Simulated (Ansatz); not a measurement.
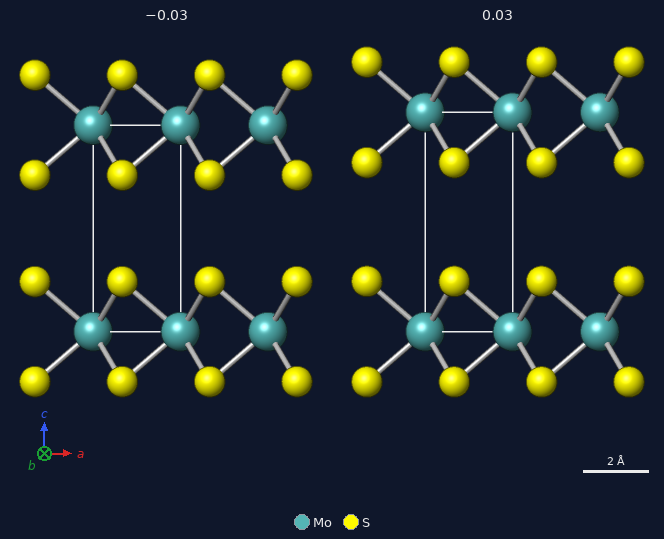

Crystalline MoS2 (set up in P-6m2), under strain along c alone (the other axes held, atoms relaxed), with energies (extrapolated to zero smearing) counted from the relaxed crystal, which is the row at zero. The picture shows the first and the last member. The picture is a ball-and-stick view of the cell of the calculation, repeated 2 × 1 × 1 with one cell outlined, seen along the b axis.

Computed with Ansatz 0.2.0: DFT PBE+D3(BJ), scalar-relativistic, plane waves, PAW. (plane-wave cutoff 420 eV; k-point mesh 12 × 12 × 4; occupations gaussian; smearing width 0.02 eV; no spin polarisation; atoms relaxed in a fixed cell; force threshold 0.008 eV/Å)

```csv
strain,energy (meV/atom),a (Å),c (Å),band gap (eV)
−0.03,3.28,3.150,6.448,1.01
−0.02,1.35,3.150,6.515,1.08
−0.01,0.31,3.150,6.581,1.14
0.0,0.00,3.150,6.648,1.20
0.01,0.27,3.150,6.714,1.26
0.02,?,?,?,?
0.03,2.11,3.150,6.847,1.35
```

Question: Estimate the missing row from the others, and compare with the calculation.

Answer: A parabola through three neighbouring rows (0.0, 0.01, 0.03) gives, with Lagrange weights, (−0.3333)(0.00) + (1.0000)(0.27) + (0.3333)(2.11) = 0.97 meV/atom. The calculation gives 1.01 meV/atom (a = 3.150 Å, c = 6.780 Å). The estimate is 0.04 meV/atom too low. For the gap a parabola through the rows 0.0, 0.01, 0.03 gives 1.31 eV, and the calculation 1.31 eV (semilocal gaps, lower than measured ones as a rule). From the first member to the last: Mo–S 2.397 → 2.402 Å.

The whole series:

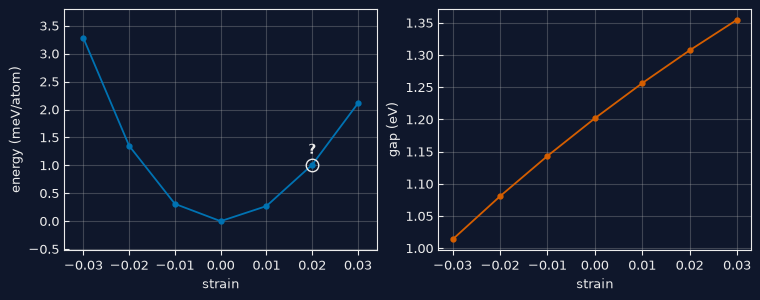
